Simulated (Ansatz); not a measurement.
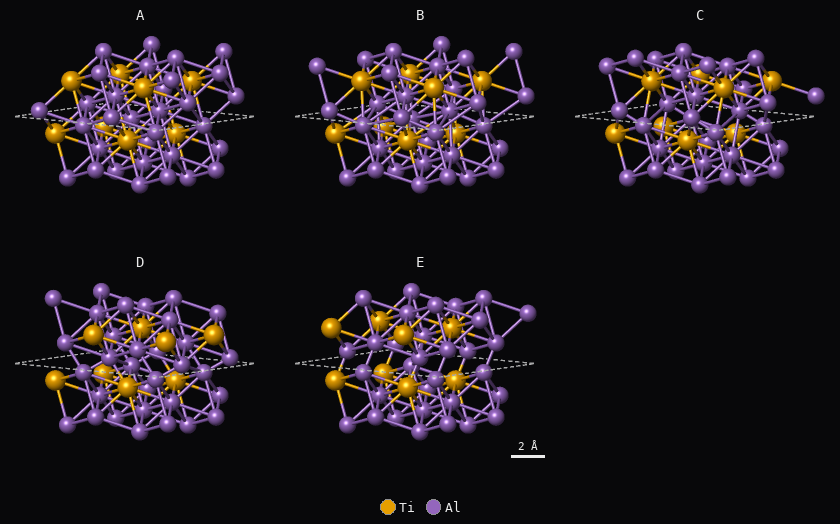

Frames of a one-coordinate scan of solid TiAl$_{3}$ (I4/mmm). Style: ball-and-stick. Shown: the layers on both sides of the dashed plane, from the side, nearly along that plane.

Theory: DFT PBEsol, scalar-relativistic, plane waves, PAW in Ansatz 0.2.0. Settings: plane-wave cutoff 420 eV; k-point mesh 10 × 13 × 5; occupations gaussian; smearing width 0.15 eV; no spin polarisation. Energies (free energies at the smearing named) are counted from the relaxed crystal.

Which coordinate changes from frame to frame?

Answer. The crystal above a cut along the (0 1 1) plane of the conventional cell (between a plane of Al below and one of Al above, 0.87 Å apart) is slid rigidly by fractions of an in-plane lattice vector 7.40 Å long (a generalised stacking fault). In the frames the slip is 0.00 (A), 0.083 (B), 0.167 (C), 0.583 (D), 0.833 (E). One cut stands in each cell, which starts 10.5 Å high; nothing is relaxed, and the dashed outline marks the cut. Their energies are 0 mJ/m², 1119 mJ/m², 5838 mJ/m², 6016 mJ/m², 5605 mJ/m².
